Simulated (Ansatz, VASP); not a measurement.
## SiC in two plane-wave programs

One calculation is typed for both programs; each brings its own data sets and cutoff. How far apart do they land? The cell is generated by rule, not measured, and may not be a known phase. The cell comes out of the VASP series on this material, whose earlier steps may have relaxed, scaled or displaced it; both programs get it as it stands.

Main program and level: Ansatz 0.2.0; plane waves, with VASP 6.6.1 beside it; single point at PBE and band structure at PBE.

### Step 1. Starting point

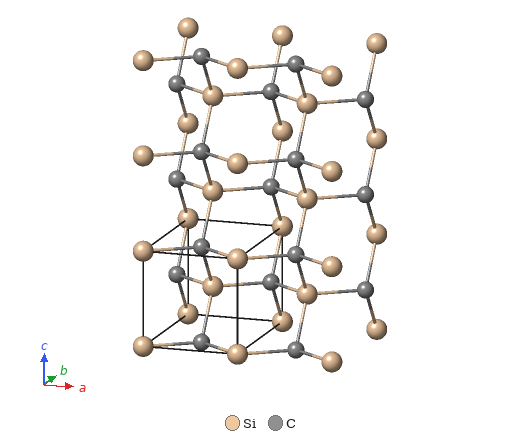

Start, viewed slightly off an axis; silicon light orange, carbon grey. 2×1×3 cells are drawn. Some periodic images of atoms are drawn too.

As a file:

```cif
data_structure
_symmetry_space_group_name_H-M 'Imm2'
_symmetry_Int_Tables_number 44
_cell_length_a 3.0872
_cell_length_b 3.1277
_cell_length_c 4.4232
_cell_angle_alpha 90.000
_cell_angle_beta 90.000
_cell_angle_gamma 90.000
_cell_volume 42.71
loop_
_atom_site_label
_atom_site_type_symbol
_atom_site_symmetry_multiplicity
_atom_site_Wyckoff_symbol
_atom_site_fract_x
_atom_site_fract_y
_atom_site_fract_z
_atom_site_occupancy
Si1 Si 2 a 0.00000 0.00000 0.99943 1
C1 C 2 b 0.50000 0.00000 0.25057 1
```

### Step 2. Ansatz: single point, PBE

Ansatz runs on its default PAW (the set named soft_2) files.

With cell and atoms fixed, the geometry can't cause a difference; cores, projectors, grids and the points listed under the comparison can.

Input file input.yaml:

```yaml
crystal:
  lattice:
    - [3.1277052168, 0.0, 0.0]
    - [0.0, 4.4232431367, 0.0]
    - [0.0, 0.0, 3.0872337306]
  atoms:
    - { symbol: Si, position: [0.0, 0.0005682569, 0.0] }
    - { symbol: Si, position: [0.5, 0.5005682569, 0.5] }
    - { symbol: C, position: [0.0, 0.7494317431, 0.5] }
    - { symbol: C, position: [0.5, 0.2494317431, 0.0] }
hamiltonian:
  xc: pbe
  pseudopotentials: { kind: paw }
kpoints:
  mp_grid: { grid: [14, 10, 14] }
scf:
  occupations: { method: gaussian, width: 0.03 }
  n_extra_bands: 5
output:
  forces: true
  stress: true
  eigenvalues: true
  write_density: true
  write_potential: true
  elf: true
  volumetric_format: npy
```

Started as:

```sh
ansatz run input.yaml --threads 8 --pin off --max-ram 18432MiB --backend cpu --events-out ev --progress --plain --runs-dir out
```

Numbers of over 12 decimals in the logs are rounded to 6 here.

The program printed:

```text
scf.n_extra_bands = 5 over 8 filled bands (N_el = 16.0): the run solves 13 bands
Engine: ansatz 0.2.0, aarch64-unknown-linux-gnu
Pseudopotentials: kind: paw
Pseudopotential: Si, paw, valence charge 4, recommended cutoff 420 eV (normal), Si.paw.azcp
Pseudopotential: C, paw, valence charge 4, recommended cutoff 420 eV (normal), C.paw.azcp
Functional definition: PBE
  parameter kappa = 0.804
  parameter beta = 0.066725
  exchange = pbe_x(kappa = kappa, mu = beta*pi^2/3)
  correlation = pbe_c(beta = beta)
Crystal: 4 atoms, lattice volume = 42.711 Å³
Basis set: ecut = 420 eV, 843 PW (Γ), exchange–correlation on 48×60×48 points (8 copies of the dense FFT grid, shifted against one another)
Bands: 13, of which v1, the nominal top of the filled ones, is band 8 counted from 1 (7 counted from 0)
Symmetry: 8 space group operations
Space group: Imm2 (ITA 44), of the structure as read, at distance tolerance 3.5e-5 Å
k-points: 384 of 1960 (time reversal used)
Non-local potential: Si, projectors of the file, l = 0: 2, l = 1: 2, l = 2: 2
Non-local potential: C, projectors of the file, l = 0: 2, l = 1: 2, l = 2: 1
PAW form: soft (Blöchl's): semilocal exchange-correlation on the pseudo side does not see the compensation charge
PAW one-centre angular grid: Si, 110 points (default); XC on 64 Gauss nodes
PAW one-centre angular grid: C, 110 points (default); XC on 64 Gauss nodes
Initial density: superposition of atomic densities (neutral atoms: chi_scale 0, normalization atom), corrected by the library's trained network
Initial wavefunctions: pseudopotential atomic-orbital guess
Functional: x = pbe(κ = 0.804, μ = 0.219515), c = pbe(β = 0.066725)
SCF iter   1: F=—  HF=-1774.306700 eV  |F-HF|=—  |Δ(HF+E_count)|=         —  Δρ=2.53e-3  dr2=3.00e-3  ethr=1.77e-3  ⟨swp⟩=5.8  Hψ=33188  notcnv=0
preconditioner: auto → none  [insulator: Δε(μ)=1.266 eV  Ē_g=12.312 eV  σ=0.030 eV  W_gap=1.00  n_scr=6 (ndim 8)  ℏωp=22.7 eV  f_vac=0.000  D(μ)=0.00/eV (n_scr^D=0)  ε∞_Penn≈4.4]
SCF iter   2: F=—  HF=-1774.306590 eV  |F-HF|=—  |Δ(HF+E_count)|=   1.10e-4  Δρ=9.25e-4  dr2=2.54e-4  ethr=1.88e-5  ⟨swp⟩=2.3  Hψ=11486  notcnv=0  defer=113
SCF iter   3: F=—  HF=-1774.306589 eV  |F-HF|=—  |Δ(HF+E_count)|=   8.37e-7  Δρ=3.66e-4  dr2=1.66e-5  ethr=1.59e-6  ⟨swp⟩=2.0  Hψ=7006  notcnv=0  defer=113
SCF iter   4: F=—  HF=-1774.306649 eV  |F-HF|=—  |Δ(HF+E_count)|=   6.02e-5  Δρ=4.21e-5  dr2=6.36e-7  ethr=1.04e-7  ⟨swp⟩=2.0  Hψ=7488  notcnv=0  defer=113
iter 5 did not close the SCF: its close was put off for the readings that it lacked (scf_convergence_deferred on its scf_iter line)
SCF iter   5: F=-1774.306649 eV  HF=-1774.306649 eV  |F-HF|=7.08e-9  |Δ(HF+E_count)|=   3.39e-7  Δρ=3.88e-6  dr2=3.04e-9  ethr=3.97e-9  ⟨swp⟩=2.0  Hψ=7563  notcnv=0  defer=113
SCF iter   6: F=-1774.306649 eV  HF=-1774.306649 eV  |F-HF|=1.84e-10  |Δ(HF+E_count)|=   8.07e-9  Δρ=5.49e-7  dr2=5.79e-11  ethr=1.90e-11  ⟨swp⟩=8.2  Hψ=32177  notcnv=0
SCF 1 converged in 6 iterations: F = -1774.306649 eV  dr2 = 5.79e-11
  greatest PAW one-centre occupation: 0.642 electrons in one spin orbital (limit 2), on the C atom at site 3 (counted from 0), in its partial waves of l = 0
SCF converged after 6 iterations
Free energy (F): -1774.306649 eV
Harris-Foulkes:  -1774.306649 eV  (|F-HF|=1.84e-10)
Internal energy: -1774.306649 eV  (E = F + TS)
E sigma→0 (E₀):  -1774.306649 eV
Fermi energy:    9.808547 eV
--- Per-component energies (eV) ---
  E_band       = 52.412452
  E_kinetic    = 268.066173
  E_local      = -212.662464  (includes V_loc(G=0)·N_el)
  E_nonlocal   = 102.933451
  E_hartree    = 64.738378
  E_xc         = -209.886515
  E_vxc        = -217.280604  (∫ρ·V_xc dr)
  E_paw        = -1223.887584  (= ΣΔE_a)
  E_vpaw       = -18.120869  (= ΣTr[D̂ρ^β])
  E_aug_tail   = 0.000024  (compensation charges beyond the density's cutoff)
  E_ewald      = -563.608112
  E_smearing   = -0.000000  (= −TS)
  E_closure    = 0.000000  (closes the sum)
  Σ components = -1774.306649   (vs F -1774.306649, Δ=0.00e0)
--- Forces (eV/Å), atoms counted from 1 ---
  atom   1  Si     0.00000000    -0.00269904     0.00000000
  atom   2  Si     0.00000000    -0.00269904     0.00000000
  atom   3  C      0.00000000     0.00269765    -0.00000000
  atom   4  C      0.00000000     0.00269765    -0.00000000
  max |Σ_I F_I| component: 2.77e-6 eV/Å
--- Stress (GPa, compression-positive) ---
       -5.878120       0.000000       0.000000
        0.000000      -4.553543       0.000000
        0.000000       0.000000       0.201460
  P = ⅓ Tr σ = -3.4101 GPa (-34.101 kbar)
--- Band table (eV; the first three rows and the last of 384) ---
  k-point 0: bands = [... 4 lower, 6.1193, 9.0435, 9.0565, 9.1623, 10.5048, 13.3878, 14.9019, 16.0406, ... 1 higher]
  k-point 1: bands = [... 4 lower, 5.9479, 8.8273, 8.9294, 9.0387, 10.7829, 13.7327, 15.0400, 16.0843, ... 1 higher]
  k-point 2: bands = [... 4 lower, 6.0966, 8.0054, 8.5569, 9.0166, 11.3076, 14.7296, 15.3036, 16.1622, ... 1 higher]
  k-point 383: bands = [... 4 lower, 4.2505, 4.2505, 4.5245, 4.5245, 14.1936, 14.1936, 18.1461, 18.1461, ... 1 higher]
```

Elapsed: 6.8 s, on 8 threads of Arm Neoverse N1, shared host; peak memory 0.57 GiB.

The run ends at a pressure of -3.41 GPa, with forces up to 0.0027 eV/Å.

### Step 3. VASP: single point, PBE

The same cell, functional, mesh and smearing now go to VASP, with its own data sets and cutoff.

Lines of VASP's logs that name or quote its potential files are left out, and so is its time.

Input file INCAR:

```
SYSTEM = SiC
PREC = Normal
ENCUT = 440
EDIFF = 1E-06
NELM = 120
ISMEAR = 0
SIGMA = 0.03
LREAL = .FALSE.
ALGO = Normal
GGA = PE
NBANDS = 14
LORBIT = 11
LWAVE = .FALSE.
LCHARG = .FALSE.
KPAR = 4
```

Input file POSCAR:

```
SiC
1.0
    3.1277052168      0.0000000000      0.0000000000
    0.0000000000      4.4232431367      0.0000000000
    0.0000000000      0.0000000000      3.0872337306
Si C
2 2
Direct
    0.0000000000      0.0005682569      0.0000000000
    0.5000000000      0.5005682569      0.5000000000
    0.0000000000      0.7494317431      0.5000000000
    0.5000000000      0.2494317431      0.0000000000
```

Input file KPOINTS:

```
Automatic mesh
0
Gamma
14 10 14
0 0 0
```

PAW data sets: Si and C (PBE family, release 64).

Started as:

```sh
mpirun -np 4 vasp_std
```

The program printed:

```text
[banner, memory and clock lines left out]
running    4 mpi-ranks, on    1 nodes
 distrk:  each k-point on    1 cores,    4 groups
 distr:  one band on    1 cores,    1 groups

 POSCAR found type information on POSCAR SiC
 POSCAR found :  2 types and       4 ions
 LDA part: xc-table for (Slater+PW92), standard interpolation
 POSCAR, INCAR and KPOINTS ok, starting setup
 FFT: planning ... GRIDC
 FFT: planning ... GRID_SOFT
 FFT: planning ... GRID
 WAVECAR not read
 entering main loop
       N       E                     dE             d eps       ncg     rms          rms(c)
DAV:   1     0.232230242803E+02    0.23223E+02   -0.64533E+03 10760   0.862E+02
DAV:   2    -0.310511443759E+02   -0.54274E+02   -0.49682E+02 14944   0.158E+02
DAV:   3    -0.336195134449E+02   -0.25684E+01   -0.25568E+01 14652   0.328E+01
DAV:   4    -0.336437981857E+02   -0.24285E-01   -0.24279E-01 12240   0.380E+00
DAV:   5    -0.336441418273E+02   -0.34364E-03   -0.34359E-03 14652   0.419E-01    0.120E+01
DAV:   6    -0.301882099207E+02    0.34559E+01   -0.85531E+00 13782   0.175E+01    0.538E+00
DAV:   7    -0.301300378821E+02    0.58172E-01   -0.96704E-01 13926   0.596E+00    0.243E+00
DAV:   8    -0.301148016365E+02    0.15236E-01   -0.48729E-02 12528   0.148E+00    0.545E-01
DAV:   9    -0.301135055621E+02    0.12961E-02   -0.74218E-03 14016   0.591E-01    0.130E-01
DAV:  10    -0.301137580800E+02   -0.25252E-03   -0.85515E-04 13632   0.189E-01    0.589E-02
DAV:  11    -0.301137774277E+02   -0.19348E-04   -0.11239E-04 13638   0.776E-02    0.143E-02
DAV:  12    -0.301137787162E+02   -0.12885E-05   -0.53368E-06 12852   0.166E-02    0.406E-03
DAV:  13    -0.301137791172E+02   -0.40099E-06   -0.20635E-07  8298   0.342E-03
   1 F= -.30113779E+02 E0= -.30113779E+02  d E =-.286277E-11
```

OUTCAR, selected parts (step 3):

```text
ion  position               nearest neighbor table
   1  0.000  0.001  0.000-   3 1.90   3 1.90   4 1.91   4 1.91   2 3.12   2 3.12   2 3.12   2 3.12
                             2 3.12   2 3.12   2 3.12   2 3.12
   2  0.500  0.501  0.500-   4 1.90   4 1.90   3 1.91   3 1.91   1 3.12   1 3.12   1 3.12   1 3.12
                             1 3.12   1 3.12   1 3.12   1 3.12
   3  0.000  0.749  0.500-   1 1.90   1 1.90   2 1.91   2 1.91
   4  0.500  0.249  0.000-   2 1.90   2 1.90   1 1.91   1 1.91

  LATTYP: Found a simple orthorhombic cell.
 ALAT       =     3.0872337306
 B/A-ratio  =     1.0131093042
 C/A-ratio  =     1.4327529182

 Subroutine GETGRP returns: Found  4 space group operations
 (whereof  4 operations were pure point group operations)

The static configuration has the point symmetry C_2v.

 Found    384 irreducible k-points:

   k-points           NKPTS =    384   k-points in BZ     NKDIM =    384   number of bands    NBANDS=     14

   dimension x,y,z NGX =    16 NGY =   24 NGZ =   16
   dimension x,y,z NGXF=    32 NGYF=   48 NGZF=   32

   ENCUT  =  440.0 eV  32.34 Ry    5.69 a.u.   5.35  7.57  5.28*2*pi/ulx,y,z

   NELECT =      16.0000    total number of electrons

 k-points in reciprocal lattice and weights: Automatic mesh
   0.00000000  0.00000000  0.00000000       0.001
   0.07142857  0.00000000  0.00000000       0.001
   0.14285714  0.00000000  0.00000000       0.001
   0.21428571  0.00000000  0.00000000       0.001
   0.28571429  0.00000000  0.00000000       0.001
   0.35714286  0.00000000  0.00000000       0.001
   0.42857143  0.00000000  0.00000000       0.001
   0.50000000  0.00000000  0.00000000       0.001
   0.00000000  0.10000000  0.00000000       0.001
[...]
0.42857143  0.50000000  0.50000000       0.001
   0.50000000  0.50000000  0.50000000       0.001

 average (electrostatic) potential at core
       1 -80.8050       2 -80.8050       3 -45.2352       4 -45.2352

 E-fermi :   7.9504

 k-point     1 :       0.0000    0.0000    0.0000
  band No.  band energies     occupation
    ...
      4       4.5677      2.00000
      5       4.7900      2.00000
      6       7.7121      2.00000
      7       7.7261      2.00000
      8       7.8334      2.00000
      9       9.1726      0.00000
     10      12.0550      0.00000
     11      13.5880      0.00000
     12      14.7080      0.00000
     13      14.8939      0.00000
    ...

 k-point     2 :       0.0714    0.0000    0.0000
  band No.  band energies     occupation
    ...
      4       4.1832      2.00000
      5       4.8379      2.00000
      6       7.3798      2.00000
      7       7.5898      2.00000
      8       7.8264      2.00000
      9       9.4941      0.00000
     10      12.3380      0.00000
     11      13.8179      0.00000
     12      14.6905      0.00000
     13      15.0197      0.00000
    ...

 k-point     3 :       0.1429    0.0000    0.0000
  band No.  band energies     occupation
    ...
      4       3.3676      2.00000
      5       4.9797      2.00000
      6       6.5670      2.00000
      7       7.1945      2.00000
      8       7.7984      2.00000
      9      10.1119      0.00000
     10      13.2074      0.00000
     11      14.2285      0.00000
     12      14.6869      0.00000
     13      15.1362      0.00000
    ...

  Total       -1.6512173     -1.3002966     -0.0252325      0.0000000      0.0000000      0.0000000
  in kB      -61.9410657    -48.7771992     -0.9465313      0.0000000      0.0000000      0.0000000
  external PRESSURE =     -37.2215987 kB  Pullay stress =       0.0000000 kB

  energy-cutoff  :      440.00
  volume of cell :       42.71
      direct lattice vectors                 reciprocal lattice vectors
     3.127705217  0.000000000  0.000000000     0.319723225  0.000000000  0.000000000
     0.000000000  4.423243137  0.000000000     0.000000000  0.226078461  0.000000000
     0.000000000  0.000000000  3.087233731     0.000000000  0.000000000  0.323914574

 POSITION                                       TOTAL-FORCE (eV/Angst)
 -----------------------------------------------------------------------------------
      0.00000      0.00251      0.00000         0.000000     -0.002739      0.000000
      1.56385      2.21414      1.54362         0.000000     -0.002739      0.000000
      0.00000      3.31492      1.54362         0.000000      0.002739      0.000000
      1.56385      1.10330      0.00000        -0.000000      0.002739      0.000000
 -----------------------------------------------------------------------------------
    total drift:                                0.000000     -0.000160     -0.000000

  FREE ENERGIE OF THE ION-ELECTRON SYSTEM (eV)
  ---------------------------------------------------
  free  energy   TOTEN  =       -30.1137791172 eV

  energy  without entropy=      -30.1137791172  energy(sigma->0) =      -30.11377912

 total charge
# of ion       s       p       d       tot
------------------------------------------
    1        0.705   0.948   0.000   1.654
    2        0.705   0.948   0.000   1.654
    3        0.836   1.680   0.000   2.517
    4        0.836   1.680   0.000   2.517
--------------------------------------------------
tot          3.083   5.257   0.000   8.340

[... 3 further parts left out ...]
```

The run ends at a pressure of -3.72 GPa, with forces up to 0.0027 eV/Å.

### Step 4. Differences

Known differences besides the PAW data sets themselves: the cutoff is 420 eV in Ansatz and 440 eV in VASP (PREC = Normal); VASP leaves aspherical gradient terms in its spheres out (LASPH is not set), Ansatz keeps them. Total energies have different zeros and are not compared.

The two programs side by side:

```
              quantity  Ansatz   VASP  difference
        pressure (GPa)   -3.41  -3.72       +0.31
gap on the k mesh (eV)   1.293  1.290      +0.003
```

Ansatz's pressure holds a Pulay correction of 0.28 GPa; VASP's holds none.

(Part 1 of 2 ends here.)

[Lines on the potential files, build, host, timing and source positions are cut from VASP's logs without a mark.]

[Logs are printed without paths, hosts, clocks, repeated set-up lines and the standing remarks that a program may print on its own settings, such as how far it seeks lower states.]

[Hosts, paths, dates, database ids (printed as entryN), source tags and the programs' standing remarks are cut or masked in the printed files.]
